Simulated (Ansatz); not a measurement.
Start from this file.

Space group Cmmm (No. 65). a = 3.529 Å, b = 4.516 Å, c = 4.020 Å, α = 90.00°, β = 90.00°, γ = 90.00°
| atom | site | symmetry | x | y | z |
| --- | --- | --- | --- | --- | --- |
| Ti | 2c | mmm | 0.5000 | 0.0000 | 0.5000 |
| Si | 2a | mmm | 0.5000 | 0.5000 | 0.0000 |

What does this file describe?

Answer. The structure is one of TiSi. The space group is Cmmm (No. 65); the lattice is base-centred orthorhombic. One cell contains 2 Ti, 2 Si, 4 atoms in all. Around each Ti lie eight Si and four Ti (2.67 to 3.02 Å to Si, 2.87 Å to Ti). The neighbours of Si are eight Ti in a distorted cubic arrangement at 2.67 to 3.02 Å. The bonds build a three-dimensional framework.

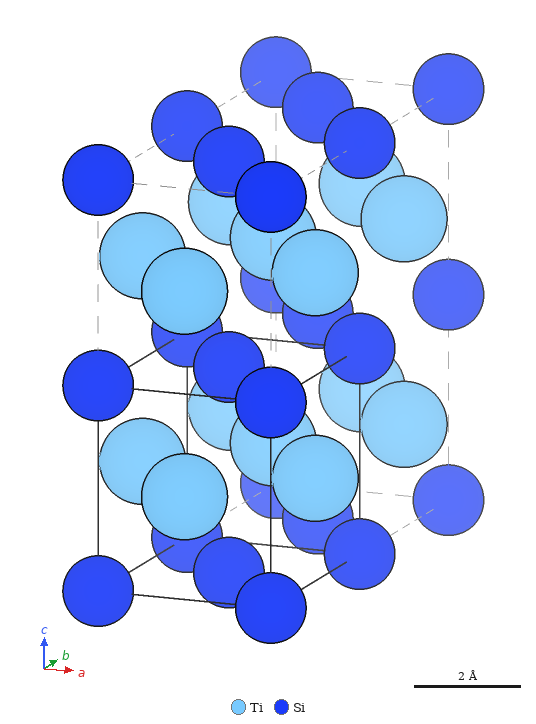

The figure gives a spheres-only picture of the atoms, viewed slightly off an axis. Solid lines give the conventional unit cell, repeated here 1×2×2 times.

Origin of the cell: a structure listed in the Materials Project. The cell was then strained or its atoms displaced on purpose. It was the input of a calculation with Ansatz.

At this level of theory the cell isn't at rest (stretched, at -13 GPa), so its distances can differ from those at equilibrium, the more so the softer the solid.
